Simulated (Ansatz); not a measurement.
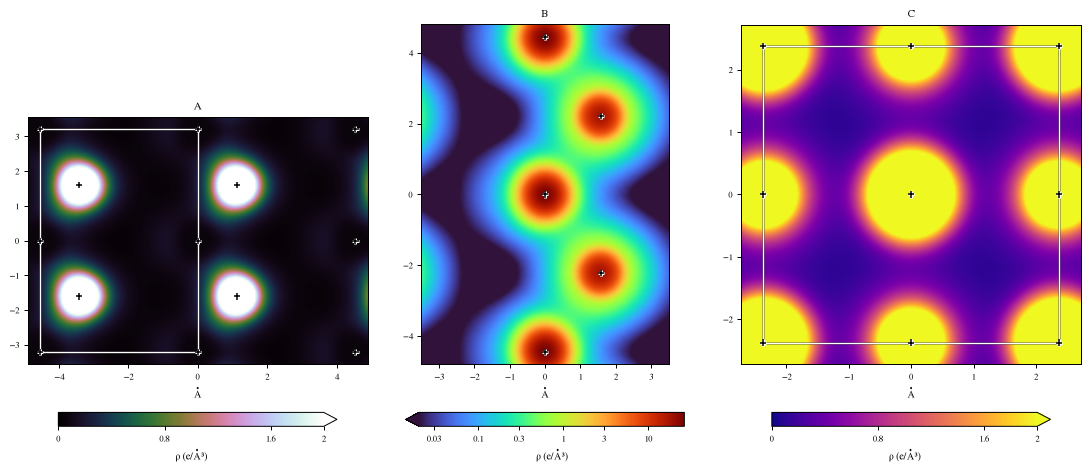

The valence charge density (pseudo) of 3 systems, each on a plane through atoms (crosses mark nuclei in the plane).

Computed with DFT, PBE, plane waves, PAW in Ansatz 0.2.0.

System 1: CdTe, the (011) plane of the conventional cell. Space group F-43m; started from the zincblende prototype, which need not be the ambient phase; changed on purpose from its base cell (hydrostatic strain -4.0%); computed pressure about 7 GPa in this cell.

```
CELL_PARAMETERS angstrom
6.29751 0.00000 0.00000
0.00000 0.00000 -6.29751
0.00000 6.29751 0.00000
ATOMIC_POSITIONS crystal
Cd 0.50000 0.50000 0.00000
Cd 0.00000 0.50000 0.50000
Cd 0.00000 0.00000 0.00000
Cd 0.50000 0.00000 0.50000
Te 0.25000 0.75000 0.25000
Te 0.75000 0.75000 0.75000
Te 0.75000 0.25000 0.25000
Te 0.25000 0.25000 0.75000
```

System 2: AlN, the (101) plane of the conventional cell. Space group F-43m; started from the zincblende prototype, which need not be the ambient phase; changed on purpose from its base cell (hydrostatic strain +4.0%); computed pressure about −15 GPa in this cell.

```
Al N
1.0
     4.54454    0.00000    0.00000
     0.00000    0.00000   -4.54454
     0.00000    4.54454    0.00000
Al N
4 4
Direct
  0.50000 0.50000 0.00000
  0.00000 0.50000 0.50000
  0.00000 0.00000 0.00000
  0.50000 0.00000 0.50000
  0.25000 0.75000 0.25000
  0.75000 0.75000 0.75000
  0.75000 0.25000 0.25000
  0.25000 0.25000 0.75000
```

System 3: YN, the (010) plane of the conventional cell. Space group Fm-3m; started from the rocksalt prototype, which need not be the ambient phase; changed on purpose from its base cell (hydrostatic strain -3.0%); computed pressure about 19 GPa in this cell.

```xyz
8
Lattice="4.7492 0.0000 0.0000 0.0000 4.7492 0.0000 0.0000 0.0000 4.7492" Properties=species:S:1:pos:R:3 pbc="T T T"
Y     0.0000    0.0000    0.0000
Y     2.3746    2.3746    0.0000
Y     2.3746    0.0000    2.3746
Y     0.0000    2.3746    2.3746
N     2.3746    0.0000    0.0000
N     0.0000    2.3746    0.0000
N     0.0000    0.0000    2.3746
N     2.3746    2.3746    2.3746
```

**Which map belongs to which system?**

Panel A is system 2, AlN: the plane holds Al and N. Al–N (1.97 Å): ρ at the midpoint is about 0.6 e/Å³. Panel B is system 1, CdTe: the plane holds Cd and Te. Cd–Te (2.73 Å): the density is about 0.4 e/Å³ at the midpoint. Panel C is system 3, YN: the plane holds Y and N. Y–N (2.37 Å): ρ is about 0.39 e/Å³ halfway.
